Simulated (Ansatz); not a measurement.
AlN: geometry relaxation

System: AlN (P6₃mc, 4 atoms in the cell).
Method: DFT, PBE, plane waves, PAW, no spin polarisation (Ansatz 0.2.0).

The structure derives from a Materials Project entry. Figures and captions count atoms from 1; the log counts them from 0 in places.

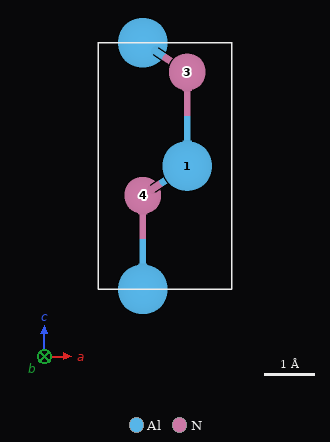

*The structure as given in the input (ball-and-stick view of the cell of the calculation, along the b axis; atoms are numbered from 1 in the order of the input).*

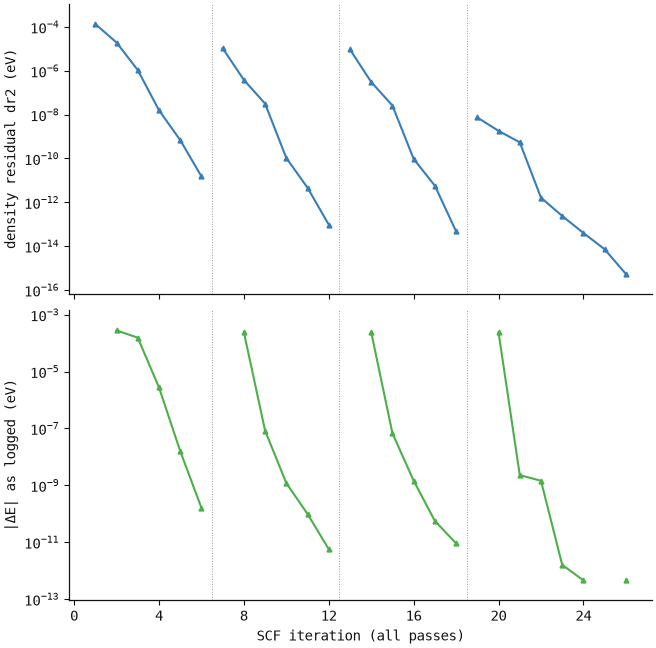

*Convergence of the self-consistent field: density residual dr2 and size of the energy change against the SCF iteration. The dotted lines part the SCF passes of the relaxation: geometry steps, rejected trials and re-solves on a re-selected basis.*

The passes take 6, 6, 6 and 8 iterations.

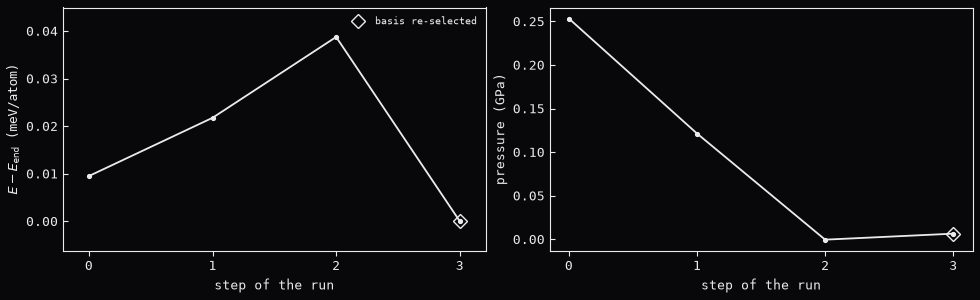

*Progress of the relaxation, step by step (the first geometry is step 0 here and step 1 in the log).*

Over 2 geometry steps the energy rises by next to nothing (0.0 meV per atom). Largest force component: 0.004 eV/Å at the start, 0.00043 eV/Å at the end. Pressure: 0.25 GPa at the start and 0.01 GPa at the end. The atoms keep their places relative to the cell (all moves are under 0.005 Å). Cell: a = b 3.129 → 3.130 Å (+0.1 %), c 5.017 → 5.018 Å (0.0 %). Volume +0.1 %. The space group stays P6_3mc (No. 186). A last SCF at the same geometry on a re-selected plane-wave basis shifts the energy by next to nothing (0.0 meV per atom). (Atoms are counted from 1 in the order of the input.)

These pictures come from the run below.

**Input**
```yaml
crystal:
  lattice:
    - [3.12858814, 0.0, 0.0]
    - [-1.56429407, 2.7094368, 0.0]
    - [0.0, 0.0, 5.016955]
  atoms:
    - { symbol: Al, position: [0.66666667, 0.33333333, 0.499287] }
    - { symbol: Al, position: [0.33333333, 0.66666667, 0.999287] }
    - { symbol: "N", position: [0.66666667, 0.33333333, 0.880713] }
    - { symbol: "N", position: [0.33333333, 0.66666667, 0.380713] }
basis:
  ecutwfc: 420
kpoints:
  mp_grid: { grid: [12, 12, 6] }
hamiltonian:
  xc: pbe
scf:
  occupations: { method: gaussian, width: 0.02 }
output:
  forces: true
  stress: true
  eigenvalues: true
  write_density: true
  write_potential: true
  elf: true
  volumetric_format: npy
relax:
  adjacent_minimum: "off"
  f_tol: 0.005
  max_steps: 80
  cell: { stress_tol: 0.05 }
```

Run as:
```bash
ansatz run input.yaml --threads 4 --pin off --max-ram 8192MiB --backend cpu --events-out ev --progress --plain --runs-dir out
```

**The program's output**
```
Engine: ansatz 0.2.0, x86_64-unknown-linux-gnu
Pseudopotentials: kind: paw
Pseudopotential: Al, paw, valence charge 3, recommended cutoff 420 eV (normal), Al.paw.azcp
Pseudopotential: N, paw, valence charge 5, recommended cutoff 420 eV (normal), N.paw.azcp
Functional definition: PBE
  parameter kappa = 0.804
  parameter beta = 0.06672455060314922
  exchange = pbe_x(kappa = kappa, mu = beta*pi^2/3)
  correlation = pbe_c(beta = beta)
Crystal: 4 atoms, lattice volume = 42.527 Å³
Basis set: ecut = 420 eV, 833 PW (Γ), exchange–correlation on 48×48×72 points (8 copies of the dense FFT grid, shifted against one another)
Bands: 12, of which v1, the nominal top of the filled ones, is band 8 counted from 1 (7 counted from 0)
Symmetry: 12 space group operations
Space group: P63mc (ITA 186), of the structure as read, at distance tolerance 3.5e-5 Å
k-points: 76 of 864 (time reversal used)
Non-local potential: Al, projectors of the file, l = 0: 2, l = 1: 2, l = 2: 1
Non-local potential: N, projectors of the file, l = 0: 2, l = 1: 2, l = 2: 1
PAW form: soft (Blöchl's): semilocal exchange-correlation on the pseudo side does not see the compensation charge
PAW one-centre angular grid: Al, 110 points (default); XC on 64 Gauss nodes
PAW one-centre angular grid: N, 110 points (default); XC on 64 Gauss nodes
Initial density: superposition of atomic densities (neutral atoms: chi_scale 0, normalization atom), corrected by the library's trained network
Initial wavefunctions: pseudopotential atomic-orbital guess
Functional: x = pbe(κ = 0.804, μ = 0.2195149727645171), c = pbe(β = 0.06672455060314922)
SCF iter   1: F=—  HF=-1848.507821 eV  |F-HF|=—  |Δ(HF+E_count)|=         —  Δρ=8.19e-4  dr2=1.36e-4  ethr=1.77e-3  ⟨swp⟩=6.3  Hψ=6191  notcnv=0
preconditioner: auto → none  [insulator: Δε(μ)=4.044 eV  Ē_g=12.993 eV  σ=0.020 eV  W_gap=1.00  n_scr=2 (ndim 8)  ℏωp=22.8 eV  f_vac=0.000  D(μ)=0.00/eV (n_scr^D=0)  ε∞_Penn≈4.1]
SCF iter   2: F=—  HF=-1848.508100 eV  |F-HF|=—  |Δ(HF+E_count)|=   2.79e-4  Δρ=3.93e-4  dr2=1.95e-5  ethr=8.53e-7  ⟨swp⟩=2.3  Hψ=2189  notcnv=0
SCF iter   3: F=—  HF=-1848.507945 eV  |F-HF|=—  |Δ(HF+E_count)|=   1.55e-4  Δρ=7.48e-5  dr2=1.08e-6  ethr=1.22e-7  ⟨swp⟩=2.3  Hψ=1462  notcnv=0
iter 4 did not close the SCF: its close was put off for the readings that it lacked (scf_convergence_deferred on its scf_iter line)
SCF iter   4: F=-1848.507948 eV  HF=-1848.507948 eV  |F-HF|=1.35e-8  |Δ(HF+E_count)|=   2.76e-6  Δρ=9.15e-6  dr2=1.59e-8  ethr=6.77e-9  ⟨swp⟩=2.0  Hψ=1500  notcnv=0
iter 5 did not close the SCF: its close was put off for the readings that it lacked (scf_convergence_deferred on its scf_iter line)
SCF iter   5: F=-1848.507948 eV  HF=-1848.507948 eV  |F-HF|=3.69e-10  |Δ(HF+E_count)|=   1.60e-8  Δρ=1.94e-6  dr2=6.89e-10  ethr=9.93e-11  ⟨swp⟩=2.4  Hψ=1493  notcnv=0
SCF iter   6: F=-1848.507948 eV  HF=-1848.507948 eV  |F-HF|=7.05e-12  |Δ(HF+E_count)|=  1.61e-10  Δρ=2.99e-7  dr2=1.52e-11  ethr=4.31e-12  ⟨swp⟩=4.1  Hψ=4327  notcnv=0
SCF 1 converged in 6 iterations: F = -1848.507948 eV  dr2 = 1.52e-11
  greatest PAW one-centre occupation: 0.787 electrons in one spin orbital (limit 2), on the N atom at site 2 (counted from 0), in its partial waves of l = 0
relax step   1: F+E_penalty+E_count = -1848.50794766 eV  Δ(F+E_penalty+E_count) = +0.000e0 eV  max|allowed force component| = 3.988e-3 eV/Å  Δτ_max = 0.0000 Å  P = +0.253 GPa  Ω = 42.527 Å³  (6 SCF iters, accepted)
Crystal: 4 atoms, lattice volume = 42.555 Å³
Initial density: handed on by an earlier stage of this run
Initial wavefunctions: those handed on with the density
iter 1 solved again at ethr=6.50e-8 eV; its pass at ethr=3.10e-3 eV (dr2=1.04e-5 eV) is discarded
SCF iter   1: F=—  HF=-1848.508140 eV  |F-HF|=—  |Δ(HF+E_count)|=         —  Δρ=1.49e-4  dr2=1.07e-5  ethr=6.50e-8  ⟨swp⟩=1.0  Hψ=5526  notcnv=0
preconditioner: auto → none  [insulator: Δε(μ)=4.039 eV  Ē_g=12.989 eV  σ=0.020 eV  W_gap=1.00  n_scr=2 (ndim 8)  ℏωp=22.8 eV  f_vac=0.000  D(μ)=0.00/eV (n_scr^D=0)  ε∞_Penn≈4.1]
SCF iter   2: F=—  HF=-1848.507899 eV  |F-HF|=—  |Δ(HF+E_count)|=   2.41e-4  Δρ=2.90e-5  dr2=3.83e-7  ethr=6.50e-8  ⟨swp⟩=2.1  Hψ=1362  notcnv=0
iter 3 did not close the SCF: its close was put off for the readings that it lacked (scf_convergence_deferred on its scf_iter line)
SCF iter   3: F=-1848.507899 eV  HF=-1848.507899 eV  |F-HF|=3.61e-9  |Δ(HF+E_count)|=   8.35e-8  Δρ=1.03e-5  dr2=3.18e-8  ethr=2.39e-9  ⟨swp⟩=2.0  Hψ=1453  notcnv=0
iter 4 did not close the SCF: its close was put off for the readings that it lacked (scf_convergence_deferred on its scf_iter line)
SCF iter   4: F=-1848.507899 eV  HF=-1848.507899 eV  |F-HF|=8.48e-11  |Δ(HF+E_count)|=   1.19e-9  Δρ=6.91e-7  dr2=1.05e-10  ethr=1.99e-10  ⟨swp⟩=2.0  Hψ=1523  notcnv=0
iter 5 did not close the SCF: its close was put off for the readings that it lacked (scf_convergence_deferred on its scf_iter line)
SCF iter   5: F=-1848.507899 eV  HF=-1848.507899 eV  |F-HF|=4.55e-12  |Δ(HF+E_count)|=  9.82e-11  Δρ=1.43e-7  dr2=4.61e-12  ethr=1.00e-12  ⟨swp⟩=3.0  Hψ=1637  notcnv=0
SCF iter   6: F=-1848.507899 eV  HF=-1848.507899 eV  |F-HF|=0.00e0  |Δ(HF+E_count)|=  5.68e-12  Δρ=1.84e-8  dr2=9.52e-14  ethr=1.00e-12  ⟨swp⟩=3.0  Hψ=3344  notcnv=0
SCF 2 converged in 6 iterations: F = -1848.507899 eV  dr2 = 9.52e-14
  greatest PAW one-centre occupation: 0.787 electrons in one spin orbital (limit 2), on the N atom at site 3 (counted from 0), in its partial waves of l = 0
relax step   2: F+E_penalty+E_count = -1848.50789920 eV  Δ(F+E_penalty+E_count) = +4.846e-5 eV  max|allowed force component| = 2.612e-3 eV/Å  Δτ_max = 0.0002 Å  P = +0.121 GPa  Ω = 42.555 Å³  energy of the carried Pulay correction = -8.410e-5 eV  (6 SCF iters, dr2 threshold 1.89e-7 eV, accepted)
Crystal: 4 atoms, lattice volume = 42.581 Å³
iter 1 solved again at ethr=5.71e-8 eV; its pass at ethr=3.10e-3 eV (dr2=9.13e-6 eV) is discarded
SCF iter   1: F=—  HF=-1848.508072 eV  |F-HF|=—  |Δ(HF+E_count)|=         —  Δρ=1.38e-4  dr2=9.38e-6  ethr=5.71e-8  ⟨swp⟩=1.0  Hψ=5526  notcnv=0
preconditioner: auto → none  [insulator: Δε(μ)=4.033 eV  Ē_g=12.985 eV  σ=0.020 eV  W_gap=1.00  n_scr=2 (ndim 8)  ℏωp=22.8 eV  f_vac=0.000  D(μ)=0.00/eV (n_scr^D=0)  ε∞_Penn≈4.1]
SCF iter   2: F=—  HF=-1848.507831 eV  |F-HF|=—  |Δ(HF+E_count)|=   2.41e-4  Δρ=2.54e-5  dr2=3.08e-7  ethr=5.71e-8  ⟨swp⟩=2.1  Hψ=1369  notcnv=0
iter 3 did not close the SCF: its close was put off for the readings that it lacked (scf_convergence_deferred on its scf_iter line)
SCF iter   3: F=-1848.507831 eV  HF=-1848.507831 eV  |F-HF|=3.35e-9  |Δ(HF+E_count)|=   6.78e-8  Δρ=9.36e-6  dr2=2.60e-8  ethr=1.92e-9  ⟨swp⟩=2.0  Hψ=1449  notcnv=0
iter 4 did not close the SCF: its close was put off for the readings that it lacked (scf_convergence_deferred on its scf_iter line)
SCF iter   4: F=-1848.507831 eV  HF=-1848.507831 eV  |F-HF|=4.50e-11  |Δ(HF+E_count)|=   1.45e-9  Δρ=6.48e-7  dr2=9.54e-11  ethr=1.62e-10  ⟨swp⟩=2.0  Hψ=1522  notcnv=0
iter 5 did not close the SCF: its close was put off for the readings that it lacked (scf_convergence_deferred on its scf_iter line)
SCF iter   5: F=-1848.507831 eV  HF=-1848.507831 eV  |F-HF|=7.73e-12  |Δ(HF+E_count)|=  5.59e-11  Δρ=1.76e-7  dr2=5.70e-12  ethr=1.00e-12  ⟨swp⟩=2.1  Hψ=1512  notcnv=0
SCF iter   6: F=-1848.507831 eV  HF=-1848.507831 eV  |F-HF|=0.00e0  |Δ(HF+E_count)|=  9.09e-12  Δρ=1.30e-8  dr2=4.73e-14  ethr=1.00e-12  ⟨swp⟩=3.2  Hψ=3363  notcnv=0
SCF 3 converged in 6 iterations: F = -1848.507831 eV  dr2 = 4.73e-14
relax step   3: F+E_penalty+E_count = -1848.50783053 eV  Δ(F+E_penalty+E_count) = +6.866e-5 eV  max|allowed force component| = 4.337e-4 eV/Å  Δτ_max = 0.0001 Å  P = -0.000 GPa  Ω = 42.581 Å³  energy of the carried Pulay correction = -1.631e-4 eV  (6 SCF iters, accepted)
Initial wavefunctions: pseudopotential atomic-orbital guess (no wavefunctions were taken with the density)
iter 1 solved again at ethr=7.07e-9 eV; its pass at ethr=3.10e-3 eV (dr2=1.13e-6 eV) is discarded
SCF iter   1: F=—  HF=-1848.508225 eV  |F-HF|=—  |Δ(HF+E_count)|=         —  Δρ=9.31e-6  dr2=7.40e-9  ethr=7.07e-9  ⟨swp⟩=3.1  Hψ=8894  notcnv=0
preconditioner: auto → none  [insulator: Δε(μ)=4.034 eV  Ē_g=12.985 eV  σ=0.020 eV  W_gap=1.00  n_scr=2 (ndim 8)  ℏωp=22.8 eV  f_vac=0.000  D(μ)=0.00/eV (n_scr^D=0)  ε∞_Penn≈4.1]
SCF iter   2: F=—  HF=-1848.507986 eV  |F-HF|=—  |Δ(HF+E_count)|=   2.38e-4  Δρ=4.42e-6  dr2=1.82e-9  ethr=4.63e-11  ⟨swp⟩=3.2  Hψ=1879  notcnv=0
SCF iter   3: F=—  HF=-1848.507986 eV  |F-HF|=—  |Δ(HF+E_count)|=   2.29e-9  Δρ=2.61e-6  dr2=5.44e-10  ethr=1.14e-11  ⟨swp⟩=1.0  Hψ=912  notcnv=0
iter 4 did not close the SCF: its close was put off for the readings that it lacked (scf_convergence_deferred on its scf_iter line)
SCF iter   4: F=-1848.507986 eV  HF=-1848.507986 eV  |F-HF|=2.05e-12  |Δ(HF+E_count)|=   1.44e-9  Δρ=1.15e-7  dr2=1.63e-12  ethr=3.40e-12  ⟨swp⟩=2.0  Hψ=1414  notcnv=0
iter 5 did not close the SCF: its close was put off for the readings that it lacked (scf_convergence_deferred on its scf_iter line)
SCF iter   5: F=-1848.507986 eV  HF=-1848.507986 eV  |F-HF|=1.14e-12  |Δ(HF+E_count)|=  1.59e-12  Δρ=3.84e-8  dr2=2.38e-13  ethr=1.00e-12  ⟨swp⟩=1.0  Hψ=912  notcnv=0
iter 6 did not close the SCF: its close was put off for the readings that it lacked (scf_convergence_deferred on its scf_iter line)
SCF iter   6: F=-1848.507986 eV  HF=-1848.507986 eV  |F-HF|=0.00e0  |Δ(HF+E_count)|=  4.55e-13  Δρ=1.77e-8  dr2=3.99e-14  ethr=1.00e-12  ⟨swp⟩=1.0  Hψ=912  notcnv=0
iter 7 did not close the SCF: its close was put off for the readings that it lacked (scf_convergence_deferred on its scf_iter line)
SCF iter   7: F=-1848.507986 eV  HF=-1848.507986 eV  |F-HF|=2.27e-13  |Δ(HF+E_count)|=    0.00e0  Δρ=7.91e-9  dr2=7.20e-15  ethr=1.00e-12  ⟨swp⟩=1.0  Hψ=912  notcnv=0
SCF iter   8: F=-1848.507986 eV  HF=-1848.507986 eV  |F-HF|=0.00e0  |Δ(HF+E_count)|=  4.55e-13  Δρ=2.21e-9  dr2=5.37e-16  ethr=1.00e-12  ⟨swp⟩=2.0  Hψ=2635  notcnv=0
SCF 4 converged in 8 iterations: F = -1848.507986 eV  dr2 = 5.37e-16
relax step   4: F+E_penalty+E_count = -1848.50798642 eV  Δ(F+E_penalty+E_count) = -1.559e-4 eV  max|allowed force component| = 4.330e-4 eV/Å  Δτ_max = 0.0000 Å  P = +0.006 GPa  Ω = 42.581 Å³  stress off target by 7.09e-3 GPa  SCF on the basis re-selected at this cell (its energy is not comparable with the rows above)  (8 SCF iters)
basis re-selected at this cell: Δ(F+E_penalty+E_count) = -1.559e-4 eV, ΔP = +0.007 GPa vs the last step (what re-selecting the basis moved, of the pressure what is left beyond the Pulay correction that the steps carried, after the strain that the cell walked since its last selection, with what the two solves' SCF thresholds leave and, on support functions, any second-order correction that the steps lacked; it is no measure of the basis error at this ecutwfc). This SCF's stress stands 7.09e-3 GPa from its target on what of the cell is left free (relax.cell.stress_tol is 5.00e-2 GPa) and its largest allowed force component is 4.33e-4 eV/Å (relax.f_tol is 5.00e-3 eV/Å): within both
SCF converged after 8 iterations
Free energy (F): -1848.507986 eV
Harris-Foulkes:  -1848.507986 eV  (|F-HF|=0.00e0)
Internal energy: -1848.507986 eV  (E = F + TS)
E sigma→0 (E₀):  -1848.507986 eV
Fermi energy:    8.960179 eV
--- Per-component energies (eV) ---
  E_band       = 27.853890
  E_kinetic    = 317.319647
  E_local      = -451.606802  (includes V_loc(G=0)·N_el)
  E_nonlocal   = 110.505697
  E_hartree    = 156.641333
  E_xc         = -203.249731
  E_vxc        = -215.379583  (∫ρ·V_xc dr)
  E_paw        = -1190.067254  (= ΣΔE_a)
  E_vpaw       = -46.267933  (= ΣTr[D̂ρ^β])
  E_aug_tail   = 0.000195  (compensation charges beyond the density's cutoff)
  E_ewald      = -588.051072
  E_smearing   = -0.000000  (= −TS)
  E_closure    = 0.000000  (closes the sum)
  Σ components = -1848.507986   (vs F -1848.507986, Δ=0.00e0)
--- Forces (eV/Å), atoms counted from 1 ---
  atom   1  Al     0.00000000    -0.00000000    -0.00043893
  atom   2  Al     0.00000000     0.00000000    -0.00043893
  atom   3  N      0.00000000    -0.00000000     0.00042704
  atom   4  N     -0.00000000     0.00000000     0.00042704
  max |Σ_I F_I| component: 2.38e-5 eV/Å
--- Stress (GPa, compression-positive) ---
        0.006071      -0.000000      -0.000000
       -0.000000       0.006071       0.000000
       -0.000000       0.000000       0.007089
  P = ⅓ Tr σ = 0.0064 GPa (0.064 kbar)
--- Band table (eV; the first three rows and the last of 76) ---
  k-point 0: bands = ["-8.1119", "-6.0341", "1.0472", "6.1012", "6.1012", "6.7406", "6.7406", "6.9432", "10.9772", "13.4568", "17.3962", "17.9790"]
  k-point 1: bands = ["-8.0082", "-6.2329", "1.4071", "6.1415", "6.1415", "6.3401", "6.6957", "6.6957", "11.4787", "13.5215", "17.2233", "17.9492"]
  k-point 2: bands = ["-7.7082", "-6.7080", "2.3553", "5.0611", "6.2542", "6.2542", "6.5740", "6.5740", "12.4379", "13.5765", "16.9487", "17.9333"]
  k-point 75: bands = ["-5.6435", "-5.6435", "2.1738", "2.1738", "3.1646", "3.1646", "6.1571", "6.1571", "14.2969", "14.2969", "14.6572", "14.6572"]
--- Relaxed structure (3 steps of the walk, 3 accepted, 1 SCFs on fresh bases) ---
  F+E_penalty+E_count = -1848.50798642 eV   max|allowed force component| = 4.330e-4 eV/Å   (the final SCF, on the basis selected at the relaxed cell)
  cell:  # Å, volume = 42.5806 Å³
    - [3.130208441799668, -2.998168319889392e-20, -4.2539855431604334e-20]
    - [-1.565104220899834, 2.710840029739016, 2.1269927715802068e-20]
    - [-6.821624679916208e-20, -1.1072647495395923e-33, 5.018043326658078]
  atoms:
    - { symbol: Al, position: [0.6666666666666666, 0.3333333333333333, 0.4992342234892136] }
    - { symbol: Al, position: [0.3333333333333333, 0.6666666666666666, 0.9992342234892135] }
    - { symbol: N, position: [0.6666666666666666, 0.3333333333333333, 0.8807657765107864] }
    - { symbol: N, position: [0.3333333333333333, 0.6666666666666666, 0.38076577651078636] }
```

**Trajectory as extended XYZ (Å, eV, eV/Å), 4 frames, from step=1 to step=4**
```
4
Lattice="3.1286 0.0000 0.0000 -1.5643 2.7094 0.0000 0.0000 0.0000 5.0170" Properties=species:S:1:pos:R:3:forces:R:3 step=1 energy=-1848.50795 pressure_GPa=0.25
Al    1.5643    0.9031    2.5049    0.0000   0.0000  -0.0040
Al    0.0000    1.8063    5.0134    0.0000   0.0000  -0.0040
N     1.5643    0.9031    4.4185    0.0000   0.0000   0.0040
N     0.0000    1.8063    1.9100    0.0000   0.0000   0.0040
4
Lattice="3.1295 0.0000 0.0000 -1.5648 2.7103 0.0000 0.0000 0.0000 5.0172" Properties=species:S:1:pos:R:3:forces:R:3 step=2 energy=-1848.50790 pressure_GPa=0.12
Al    1.5648    0.9034    2.5048    0.0000   0.0000  -0.0026
Al    0.0000    1.8068    5.0134    0.0000   0.0000  -0.0026
N     1.5648    0.9034    4.4189    0.0000   0.0000   0.0026
N     0.0000    1.8068    1.9103    0.0000   0.0000   0.0026
4
Lattice="3.1302 0.0000 0.0000 -1.5651 2.7108 0.0000 0.0000 0.0000 5.0180" Properties=species:S:1:pos:R:3:forces:R:3 step=3 energy=-1848.50783 pressure_GPa=-0.00
Al    1.5651    0.9036    2.5052    0.0000   0.0000  -0.0004
Al    0.0000    1.8072    5.0142    0.0000   0.0000  -0.0004
N     1.5651    0.9036    4.4197    0.0000   0.0000   0.0004
N     0.0000    1.8072    1.9107    0.0000   0.0000   0.0004
4
Lattice="3.1302 0.0000 0.0000 -1.5651 2.7108 0.0000 0.0000 0.0000 5.0180" Properties=species:S:1:pos:R:3:forces:R:3 step=4 energy=-1848.50799 pressure_GPa=0.01
Al    1.5651    0.9036    2.5052    0.0000   0.0000  -0.0004
Al    0.0000    1.8072    5.0142    0.0000   0.0000  -0.0004
N     1.5651    0.9036    4.4197    0.0000   0.0000   0.0004
N     0.0000    1.8072    1.9107    0.0000   0.0000   0.0004
```

**Results in brief**

```tsv
quantity	value
outcome	converged
space group (tolerance 0.01 Å)	P6₃mc (186)
electrons treated	16
free energy	−1848.5080 eV
Fermi energy	8.960 eV
gap on the k-point mesh	4.03 eV
pressure	0.01 GPa
final volume	42.58 Å³
largest force (length of the vector) at the end	under 0.001 eV/Å
final cell	a = 3.130 Å, b = 3.130 Å, c = 5.018 Å, α = 90.00°, β = 90.00°, γ = 120.00°
hardware	4 threads of Intel Xeon @ 2.70GHz, 189 GiB of memory available, shared host
wall time	4.6 s (CPU time 16 s)
peak memory	0.42 GiB
```

These settings are looser than, or depart from, a standard set-up, so the numbers are not reference values for this system.
